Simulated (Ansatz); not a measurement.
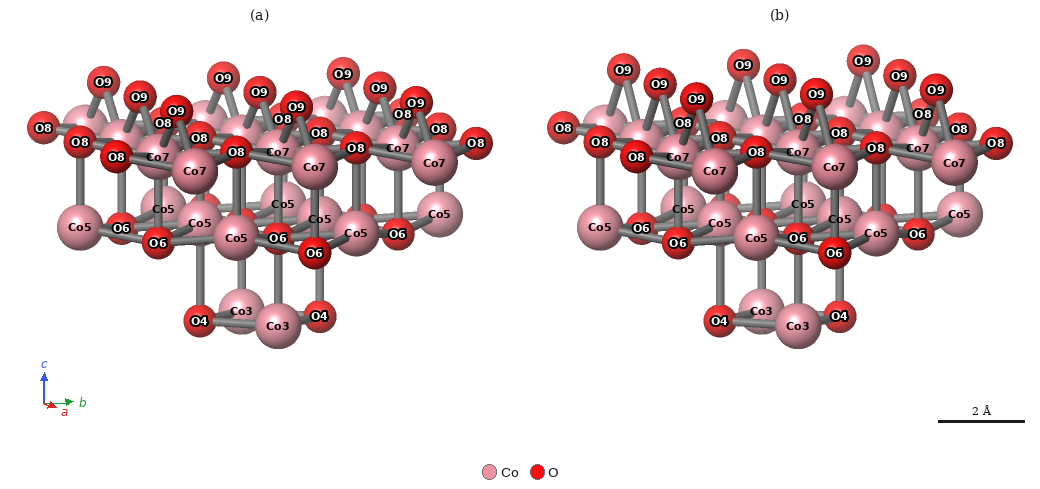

The structure of a slab of composition Co₄O₅ (cut from the Fm-3m phase) before (left) and after (right) a constrained relaxation, at one scale.

Style: ball-and-stick. Shown: the atoms within 5.8 Å of the atom that moves most (axes of the 3 × 3 repeat of the cell, outlined in the plane, without the vacuum), slightly off an axis.

Case: O over the place (0/4, 2/4) of the surface cell, its height relaxed. The slab is the (1 0 0) face of CoO with O on it. 8 atoms are held fixed.

Level of theory: DFT PBEsol, scalar-relativistic, plane waves, PAW (Ansatz 0.2.0).

The input:
```yaml
crystal:
  lattice:
    - [2.9464519461, 0.0, 0.0]
    - [0.0, 2.9464519461, 0.0]
    - [0.0, 0.0, 25.2503684546]
  atoms:
    - { symbol: Co, position: [0.5, 0.5, 0.3366287512], spin: 2.56 }
    - { symbol: O, position: [0.0, 0.0, 0.3366287512], spin: 0.32 }
    - { symbol: Co, position: [0.0, 0.0, 0.4191406621], spin: 2.74 }
    - { symbol: O, position: [0.5, 0.5, 0.4191406621], spin: 0.4 }
    - { symbol: Co, position: [0.5, 0.5, 0.5109491782], spin: 2.67 }
    - { symbol: O, position: [0.0, 0.0, 0.5013158959], spin: 0.41 }
    - { symbol: Co, position: [0.0, 0.0, 0.5819236396], spin: 2.6 }
    - { symbol: O, position: [0.5, 0.5, 0.590972261], spin: 0.36 }
    - { symbol: O, position: [0.5, 1.0, 0.6313677111], spin: 2.0 }
basis:
  ecutwfc: 420
kpoints:
  mp_grid: { grid: [10, 10, 1] }
hamiltonian:
  xc: pbesol
scf:
  occupations: { method: gaussian, width: 0.1 }
output:
  forces: true
  eigenvalues: true
  populations: true
  write_density: true
  write_potential: true
  elf: true
  volumetric_format: npy
magnetization:
  spin_polarized: true
relax:
  adjacent_minimum: "off"
  f_tol: 0.02
  max_steps: 25
  constraints: [{ sites: [0, 1, 2, 3, 4, 5, 6, 7] }, { site: 8, fix: xy }]
efield:
  axis: 3
  dipole_correction: true
  ramp_width: 0.04
```

Run as
```bash
ansatz run input.yaml --threads 4 --pin off --max-ram 10240MiB --backend cpu --events-out ev --progress --plain --runs-dir out
```

**Describe what moved and what it gained.**

The atom that moves furthest is O9 (0.30 Å along the normal (+c)). Co stays in place. The lattice vectors keep their values. Near-neighbour distances that change, for instance: Co7–O9 1.931 → 2.136 Å. Among the angles between lasting bonds that change: Co7–O9–Co7 99.4° → 87.2°. After 4 accepted moves (5 points after the start) the energy has fallen by 0.278 eV per cell of the calculation. The largest force component goes from 1.7 to 0.0022 eV/Å. 1 step only repeated the SCF at the same geometry. The program noted that the starting moments weren't kept. The run may lie on a higher electronic state than the lowest, so the end point isn't shown to be the ground-state structure. Cost: 3.8 min on 4 threads of Arm Neoverse V2, with other jobs on the host, peak memory 1.2 GiB.

Limits of the set-up: the periodic images lie only 2.9 Å apart, so the values are limited by the cell's size.
